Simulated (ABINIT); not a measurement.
# A GW chain in ABINIT: InP (F-43m), part 2 of 3

Aim: the G0W0 gap of InP (F-43m) on PBE, step by step.

ABINIT 10.8.3; PBE and many-body steps on it, plane waves. Known limits of the many-body steps: not at the basis limit; mesh may overstate the screening; no spin-orbit coupling; coarse k mesh.

So far. Step 2 (Ground state): The gap is direct, at Γ.

### 3. Bands along the symmetry lines

Level of this step: DFT, PBE, plane waves, norm-conserving pseudopotentials (ABINIT).

Levels along a band path, at the cheap level, show where the edges lie and whether the meshes to come will hold them.

Contents of run.abi:

```
acell 3*1.0 Angstrom
rprim 
  -0.000000000000 2.934350000000 2.934350000000
  2.934350000000 -0.000000000000 2.934350000000
  2.934350000000 2.934350000000 -0.000000000000
ntypat 2
znucl 49 15
natom 2
typat 1 2
xred 
  0.000000000000 0.000000000000 0.000000000000
  0.250000000000 0.250000000000 0.250000000000
pp_dirpath "pseudos"
pseudos "In.upf, P.upf"
ecut 33
iscf -2
irdden 1
kptopt 0
nkpt 50
kpt 
  0.00000000 0.00000000 0.00000000
  -0.06250000 -0.06250000 0.00000000
  -0.12500000 -0.12500000 0.00000000
  -0.18750000 -0.18750000 0.00000000
  -0.25000000 -0.25000000 0.00000000
  -0.31250000 -0.31250000 0.00000000
  -0.37500000 -0.37500000 0.00000000
  -0.43750000 -0.43750000 0.00000000
  -0.50000000 -0.50000000 0.00000000
  -0.48437500 -0.48437500 0.03125000
  -0.46875000 -0.46875000 0.06250000
  -0.45312500 -0.45312500 0.09375000
  -0.43750000 -0.43750000 0.12500000
  -0.42187500 -0.42187500 0.15625000
  -0.40625000 -0.40625000 0.18750000
  -0.39062500 -0.39062500 0.21875000
  -0.37500000 -0.37500000 0.25000000
  -0.37500000 0.00000000 0.37500000
  -0.32812500 0.00000000 0.32812500
  -0.28125000 0.00000000 0.28125000
  -0.23437500 0.00000000 0.23437500
  -0.18750000 0.00000000 0.18750000
  -0.14062500 0.00000000 0.14062500
  -0.09375000 0.00000000 0.09375000
  -0.04687500 0.00000000 0.04687500
  0.00000000 0.00000000 0.00000000
  0.00000000 0.00000000 0.06250000
  0.00000000 0.00000000 0.12500000
  0.00000000 0.00000000 0.18750000
  0.00000000 0.00000000 0.25000000
  0.00000000 0.00000000 0.31250000
  0.00000000 0.00000000 0.37500000
  0.00000000 0.00000000 0.43750000
  -0.00000000 -0.00000000 0.50000000
  -0.06250000 -0.03125000 0.46875000
  -0.12500000 -0.06250000 0.43750000
  -0.18750000 -0.09375000 0.40625000
  -0.25000000 -0.12500000 0.37500000
  -0.31250000 -0.15625000 0.34375000
  -0.37500000 -0.18750000 0.31250000
  -0.43750000 -0.21875000 0.28125000
  -0.50000000 -0.25000000 0.25000000
  -0.50000000 -0.28125000 0.21875000
  -0.50000000 -0.31250000 0.18750000
  -0.50000000 -0.34375000 0.15625000
  -0.50000000 -0.37500000 0.12500000
  -0.50000000 -0.40625000 0.09375000
  -0.50000000 -0.43750000 0.06250000
  -0.50000000 -0.46875000 0.03125000
  -0.50000000 -0.50000000 0.00000000
istwfk *1
nband 23
nbdbuf 5
tolwfr 1e-07
nstep 50
prtwf 0
prtvol 0
indata_prefix "in"
outdata_prefix "out"
tmpdata_prefix "tmp"
```

Started as:

```
OMP_NUM_THREADS=1 mpirun -n 4 abinit run.abi > log
```

Numbers of over 12 decimals in the logs are rounded to 6 here.

The program printed:

```text
.Version 10.8.3 of ABINIT. v10.8.2 released Aug 2026.

 Symmetries : space group F-4 3 m (#216); Bravais cF (face-center cubic)
[... echo of the input left out ...]
== DATASET  1 ==================================================================
-   mpi_nproc: 4, omp_nthreads: 1 (-1 if OMP is not activated)

--- !DatasetInfo
iteration_state: {dtset: 1, }
dimensions: {natom: 2, nkpt: 50, mband: 23, nsppol: 1, nspinor: 1, nspden: 1, mpw: 3119, }
cutoff_energies: {ecut:  33.0, pawecutdg:  -1.0, }
electrons: {nelect:   2.60000000E+01, charge:   0.00000000E+00, occopt:   1.00000000E+00, tsmear:   1.00000000E-02, }

 Real(R)+Recip(G) space primitive vectors, cartesian coordinates (Bohr,Bohr^-1):
 R(1)=  0.0000000  5.5451179  5.5451179  G(1)= -0.0901694  0.0901694  0.0901694
 R(2)=  5.5451179  0.0000000  5.5451179  G(2)=  0.0901694 -0.0901694  0.0901694
 R(3)=  5.5451179  5.5451179  0.0000000  G(3)=  0.0901694  0.0901694 -0.0901694
 Unit cell volume ucvol=  3.4100625E+02 bohr^3
 Angles (23,13,12)=  6.00000000E+01  6.00000000E+01  6.00000000E+01 degrees

 getcut: wavevector=  0.0000  0.0000  0.0000  ngfft=  45  45  45
         ecut(hartree)=     33.000   => boxcut(ratio)=   2.16973

--- Pseudopotential description ------------------------------------------------
- In Generated using ONCVPSP code by D. R. Hamann
- 49.00000  21.00000  171031                  znucl, zion, pspdat
12 -101130 2 -1 1964                          pspcod,pspxc,lmax,lloc,mmax
     nproj     2     2     2
  pspatm : epsatm=   33.77322108
         --- l  ekb(1:nproj) -->
             0    8.444792   -0.551410
             1    2.489821   -1.164509
             2   -3.311344   -0.947824
 pspatm: atomic psp has been read  and splines computed

- P Generated using ONCVPSP code by D. R. Hamann
- 15.00000   5.00000  171031                  znucl, zion, pspdat
12 -101130 2 -1 1298                          pspcod,pspxc,lmax,lloc,mmax
     nproj     2     2     2
  pspatm : epsatm=    8.05910421
         --- l  ekb(1:nproj) -->
[...]
pspatm: atomic psp has been read  and splines computed

--------------------------------------------------------------------------------

================================================================================
 prteigrs : about to open file out_EIG
 Non-SCF case, kpt    1 (  0.00000  0.00000  0.00000), residuals and eigenvalues=
  2.41E-08  1.18E-08  1.89E-08  3.51E-08  9.68E-09  1.70E-08  2.39E-08  3.11E-08
  8.00E-08  6.46E-08  2.37E-08  6.58E-08  4.55E-08  6.04E-08  2.99E-08  4.12E-08
  8.64E-08  2.98E-08  2.67E-08  2.35E-08  4.63E-08  7.42E-08  4.76E-08
 -4.0473E+00 -2.5212E+00 -2.5212E+00 -2.5212E+00 -3.4094E-01 -3.4094E-01
 -3.4094E-01 -3.3551E-01 -3.3551E-01 -2.4140E-01  1.8090E-01  1.8090E-01
  1.8090E-01  2.0616E-01  3.3111E-01  3.3111E-01  3.3111E-01  4.9603E-01
  5.2661E-01  5.2661E-01  5.9319E-01  5.9319E-01  5.9319E-01
[...]
5.3197E-01  5.3968E-01  6.1238E-01  6.1238E-01  6.2453E-01
[...]
Non-SCF case, kpt   49 ( -0.50000 -0.46875  0.03125), residuals and eigenvalues=
[...]
5.7960E-01  6.1383E-01  6.1492E-01  6.8154E-01  7.6588E-01
 Non-SCF case, kpt   50 ( -0.50000 -0.50000  0.00000), residuals and eigenvalues=
[...]
-3.3712E-01 -3.3712E-01 -3.3416E-01 -1.5473E-01 -2.9791E-02  9.6122E-02
  9.6122E-02  2.4583E-01  2.6424E-01  5.1911E-01  5.3215E-01  5.3215E-01
  5.7691E-01  6.1404E-01  6.1404E-01  6.7602E-01  7.7036E-01

--- !ResultsGS
iteration_state: {dtset: 1, }
comment   : Summary of ground state results
lattice_vectors:
- [ -0.0000000,   5.5451179,   5.5451179, ]
- [  5.5451179,  -0.0000000,   5.5451179, ]
- [  5.5451179,   5.5451179,  -0.0000000, ]
lattice_lengths: [   7.84198,    7.84198,    7.84198, ]
lattice_angles: [ 60.000,  60.000,  60.000, ] # degrees, (23, 13, 12)
lattice_volume:   3.4100625E+02
convergence: {deltae:  0.000E+00, res2:  0.000E+00, residm:  9.975E-08, diffor:  0.000E+00, }
etotal    :  -2.06381893E+02
entropy   :   0.00000000E+00
fermie    :   1.80897190E-01
cartesian_stress_tensor: null
pressure_GPa: null
xred      :
- [  0.0000E+00,   0.0000E+00,   0.0000E+00, In]
- [  2.5000E-01,   2.5000E-01,   2.5000E-01,  P]
cartesian_forces: null
force_length_stats: {min: null, max: null, mean: null, }

 Integrated electronic density in atomic spheres:
 ------------------------------------------------
 Atom  Sphere_radius  Integrated_density
[...]
================================================================================

 ----iterations are completed or convergence reached----

 Mean square residual over all n,k,spin=   41.528E-09; max=  99.749E-09
 reduced coordinates (array xred) for    2 atoms
       0.000000000000      0.000000000000      0.000000000000
       0.250000000000      0.250000000000      0.250000000000

 cartesian coordinates (angstrom) at end:
    1      0.000000     0.000000     0.000000
    2      1.467175     1.467175     1.467175
 length scales=  1.889726125908  1.889726125908  1.889726125908 bohr
              =  1.000000000000  1.000000000000  1.000000000000 angstroms
 prteigrs : about to open file out_EIG
 Eigenvalues (hartree) for nkpt=  50  k points:
 kpt#   1, nband= 23, wtk=  1.00000, kpt=  0.0000  0.0000  0.0000 (reduced coord)
[...]
kpt#   2, nband= 23, wtk=  1.00000, kpt= -0.0625 -0.0625  0.0000 (reduced coord)
[...]
kpt#   3, nband= 23, wtk=  1.00000, kpt= -0.1250 -0.1250  0.0000 (reduced coord)
[...]
kpt#  49, nband= 23, wtk=  1.00000, kpt= -0.5000 -0.4687  0.0313 (reduced coord)
[...]
0.52476    0.53621    0.57960    0.61383    0.61492    0.68154    0.76588
 kpt#  50, nband= 23, wtk=  1.00000, kpt= -0.5000 -0.5000  0.0000 (reduced coord)
  -4.04727   -2.52125   -2.52125   -2.52125   -0.34750   -0.33725   -0.33712   -0.33712
  -0.33416   -0.15473   -0.02979    0.09612    0.09612    0.24583    0.26424    0.51911
   0.53215    0.53215    0.57691    0.61404    0.61404    0.67602    0.77036

== END DATASET(S) ==============================================================
================================================================================

 -outvars: echo values of variables after computation  --------
            nband          23
             nkpt          50
          spgroup         216
 [... the other variables as echoed above ...]

 Calculation completed.
```

Run time: 13 s. Hardware: 4 MPI ranks of Arm Neoverse V2, shared host; peak memory 0.31 GiB; 52 s of CPU time.

This step gave:

| Property | Result |
| --- | --- |
| gap | 0.6874 eV |
| k of the valence top | 0, 0, 0 |
| k of the conduction bottom | 0, 0, 0 |
| least direct gap | 0.6874 eV |

The gap is 0.687 eV, as in the run before at this level.

Electronic bands along the path, in eV, zero at the top of the highest filled band:

```tsv
point	band 10	band 11	band 12	band 13	band 14	band 15	band 16	band 17
Γ	-11.49	0.00	0.00	0.00	0.69	4.09	4.09	4.09
X	-9.13	-5.73	-2.31	-2.31	1.77	2.27	9.20	9.56
U	-9.15	-5.59	-3.29	-1.93	2.36	4.39	7.50	7.53
jump to K	-9.15	-5.59	-3.29	-1.93	2.36	4.39	7.50	7.53
Γ	-11.49	0.00	0.00	0.00	0.69	4.09	4.09	4.09
L	-9.78	-5.71	-0.97	-0.97	1.49	4.80	4.80	7.11
W	-9.06	-5.58	-2.94	-2.89	4.29	4.37	5.56	6.21
X	-9.13	-5.73	-2.31	-2.31	1.77	2.27	9.20	9.56
```

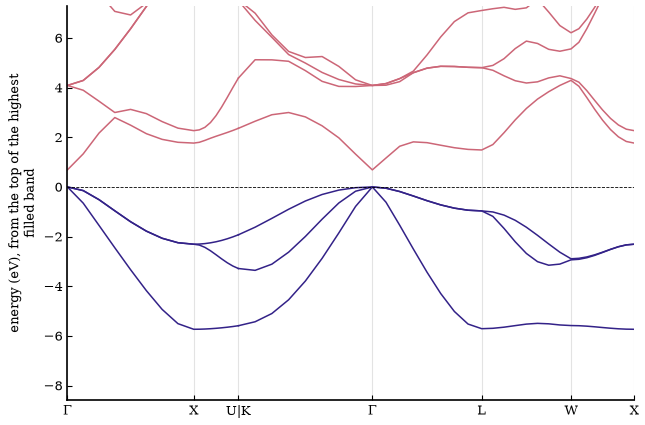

Electronic bands along the path; lines of filled and empty bands in two colours.

### 4. Empty states on the mesh, 4×4×4 mesh, 195 bands

The sums over transitions need many empty states on a uniform mesh; this step solves for them.

Contents of run.abi:

```
acell 3*1.0 Angstrom
rprim 
  -0.000000000000 2.934350000000 2.934350000000
  2.934350000000 -0.000000000000 2.934350000000
  2.934350000000 2.934350000000 -0.000000000000
ntypat 2
znucl 49 15
natom 2
typat 1 2
xred 
  0.000000000000 0.000000000000 0.000000000000
  0.250000000000 0.250000000000 0.250000000000
pp_dirpath "pseudos"
pseudos "In.upf, P.upf"
ecut 33
ngkpt 4 4 4
nshiftk 1
shiftk 0 0 0
kptopt 1
chksymbreak 0
irdden 1
istwfk *1
nband 195
prtvol 0
optdriver 6
gwr_task "HDIAGO"
paral_kgb 0
occopt 1
indata_prefix "in"
outdata_prefix "out"
tmpdata_prefix "tmp"
```

The program printed:

```text
[banner, memory and clock lines left out]
.Version 10.8.3 of ABINIT. v10.8.2 released Aug 2026.

 Symmetries : space group F-4 3 m (#216); Bravais cF (face-center cubic)
[... echo of the input left out ...]
== DATASET  1 ==================================================================
-   mpi_nproc: 4, omp_nthreads: 1 (-1 if OMP is not activated)

--- !DatasetInfo
iteration_state: {dtset: 1, }
dimensions: {natom: 2, nkpt: 8, mband: 195, nsppol: 1, nspinor: 1, nspden: 1, mpw: 3119, }
cutoff_energies: {ecut:  33.0, pawecutdg:  -1.0, }
electrons: {nelect:   2.60000000E+01, charge:   0.00000000E+00, occopt:   1.00000000E+00, tsmear:   1.00000000E-02, }

.Using double precision arithmetic; gwpc =  8

- Reading GS density from: in_DEN

--- Pseudopotential description ------------------------------------------------
- In Generated using ONCVPSP code by D. R. Hamann
- 49.00000  21.00000  171031                  znucl, zion, pspdat
12 -101130 2 -1 1964                          pspcod,pspxc,lmax,lloc,mmax
     nproj     2     2     2
  pspatm : epsatm=   33.77322108
         --- l  ekb(1:nproj) -->
             0    8.444792   -0.551410
             1    2.489821   -1.164509
             2   -3.311344   -0.947824
 pspatm: atomic psp has been read  and splines computed

- P Generated using ONCVPSP code by D. R. Hamann
- 15.00000   5.00000  171031                  znucl, zion, pspdat
12 -101130 2 -1 1298                          pspcod,pspxc,lmax,lloc,mmax
     nproj     2     2     2
  pspatm : epsatm=    8.05910421
         --- l  ekb(1:nproj) -->
             0    6.598722    1.052341
             1    3.369366    0.884600
             2   -3.154982   -0.827415
 pspatm: atomic psp has been read  and splines computed

   1.08764046E+03                                ecore*ucvol(ha*bohr**3)

 Total charge density [el/Bohr^3]
)     Maximum=    2.8179E+00  at reduced coord.    0.0222    0.0667    0.9111
)     Minimum=    1.9877E-03  at reduced coord.    0.5111    0.4889    0.4889
   Integrated=    2.6000E+01

 === KS gaps after direct diagonalization ===
 Direct band gap semiconductor
 Fundamental gap:     0.688 (eV)
   VBM:     4.922 (eV) at k: [ 0.0000E+00,  0.0000E+00,  0.0000E+00]
   CBM:     5.610 (eV) at k: [ 0.0000E+00,  0.0000E+00,  0.0000E+00]
 Direct gap:         0.688 (eV) at k: [ 0.0000E+00,  0.0000E+00,  0.0000E+00]

== END DATASET(S) ==============================================================

 -outvars: echo values of variables after computation  --------
           etotal      0.0000000000E+00
            nband         195
             nkpt           8
          spgroup         216
 [... the other variables as echoed above ...]

 Calculation completed.
```

Wall time 39 s (4 MPI ranks); peak memory 2.3 GiB.

Numbers from this step:

* gap: 0.6876 eV
* k of the valence top: 0, 0, 0
* k of the conduction bottom: 0, 0, 0
* least direct gap: 0.6876 eV
* k points computed: 8
* lowest point of the top converged band, above the valence top: 120.8832 eV

On this mesh the gap is 0.688 eV.

### 5. Screening, 4×4×4 mesh, 187 bands, screening to 179.6 eV

The RPA dielectric matrix is built and inverted for each q.

This step: RPA screening on PBE, plane waves, norm-conserving pseudopotentials.

run.abi, as its differences from that of step 4:

```diff
@@ -20,10 +20,11 @@
 chksymbreak 0
-irdden 1
 istwfk *1
-nband 195
-prtvol 0
-optdriver 6
-gwr_task "HDIAGO"
-paral_kgb 0
 occopt 1
+irdwfk 1
+optdriver 3
+nband 187
+ecuteps 6.6
+inclvkb 2
+awtr 1
+symchi 1
 indata_prefix "in"
```

The program printed:

```text
.Version 10.8.3 of ABINIT. v10.8.2 released Aug 2026.

 Symmetries : space group F-4 3 m (#216); Bravais cF (face-center cubic)
[... echo of the input left out ...]
== DATASET  1 ==================================================================
-   mpi_nproc: 4, omp_nthreads: 1 (-1 if OMP is not activated)

--- !DatasetInfo
iteration_state: {dtset: 1, }
dimensions: {natom: 2, nkpt: 8, mband: 187, nsppol: 1, nspinor: 1, nspden: 1, mpw: 3119, }
cutoff_energies: {ecut:  33.0, pawecutdg:  -1.0, }
electrons: {nelect:   2.60000000E+01, charge:   0.00000000E+00, occopt:   1.00000000E+00, tsmear:   1.00000000E-02, }

 SCREENING: Calculation of the susceptibility and dielectric matrices

 Based on a program developped by R.W. Godby, V. Olevano, G. Onida, and L. Reining.
 Incorporated in ABINIT by V. Olevano, G.-M. Rignanese, and M. Torrent.
.Using double precision arithmetic ; gwpc =  8

[... cell and pseudopotentials left out ...]
--------------------------------------------------------------------------------

 ==== K-mesh for the wavefunctions ====
 Number of points in the irreducible wedge :     8
[... list of points left out ...]
 Together with 24 symmetry operations and time-reversal symmetry
 yields    64 points in the full Brillouin Zone.

 ==== Q-mesh for the screening function ====
 Number of points in the irreducible wedge :     8
[... list of points left out ...]
 Together with 24 symmetry operations and time-reversal symmetry
 yields    64 points in the full Brillouin Zone.

 setmesh: FFT mesh size selected  =    30x   30x   30
          total number of points  =        27000

 vcoul_init : cutoff-mode = AUXILIARY_FUNCTION
 q-points for optical limit:   1
     1)      0.000010    0.000020    0.000030

- screening: taking advantage of time-reversal symmetry
- Maximum band index for partially occupied states nbvw = 13
- Remaining bands to be divided among processors   nbcw = 174
- Number of bands treated by each node ~43

 Number of electrons calculated from density =   26.0000; Expected =   26.0000
 average of density, n =  0.076245
 r_s =    1.4630
 omega_plasma =   26.6355 [eV]

 calculating chi0 at frequencies [eV] :
  1    0.000000E+00    0.000000E+00
  2    0.000000E+00    2.663552E+01

--------------------------------------------------------------------------------
  q-point number  1        q = ( 0.000000, 0.000000, 0.000000) [r.l.u.]
--------------------------------------------------------------------------------
[... chi0 elements left out ...]
 For q-point:  0.000010 0.000020 0.000030
  dielectric constant =  47.2034
  dielectric constant without local fields =  49.8115

  Average fulfillment of the sum rule on Im[epsilon] for q-point    1 :     78.23  [%]
[... wings left out ...]
  q-point number  2        q = ( 0.250000, 0.000000, 0.000000) [r.l.u.]
--------------------------------------------------------------------------------
[... chi0 elements left out ...]
  Average fulfillment of the sum rule on Im[epsilon] for q-point    2 :     87.38  [%]

 [... 6 further q-points ...]
```

Run time: 49 s. Hardware: 4 MPI ranks; peak memory 1.2 GiB; 3.3 min of CPU time.

Numbers from this step:

| Item | Value |
| --- | --- |
| ε∞ with local fields, on this mesh, along the program's q direction | 47.20 |
| the same without local fields | 49.81 |
| plasma frequency | 26.64 eV |
| plane waves in the screening matrix | 283 |

Local fields lower ε∞ by 5 %. On a Γ-centred mesh this coarse the value itself is usually too large, while a short band sum pulls it down.

[end of part 2 of 3]

[Paths, hosts, dates, memory and timing lines, banners, echoed tables and standing remarks are left out of the program output.]

[Logs are printed without paths, hosts, clocks, repeated set-up lines and the standing remarks that a program may print on its own settings, such as how far it seeks lower states.]

[Runs of the session that timed out or met a known fault of the program may be left out.]

[Hosts, paths, dates, database ids (printed as entryN), source tags and the programs' standing remarks are cut or masked in the printed files.]

[G0W0 gaps are taken among the corrected bands and points alone; a level outside them can change the order at an edge.]

[Where Ansatz stands beside ABINIT at settings called matched, ABINIT's density can come from a denser mesh and the files from another edition; pairs whose starting gaps differed by over 0.03 eV were left out, so agreement reads better than it is.]
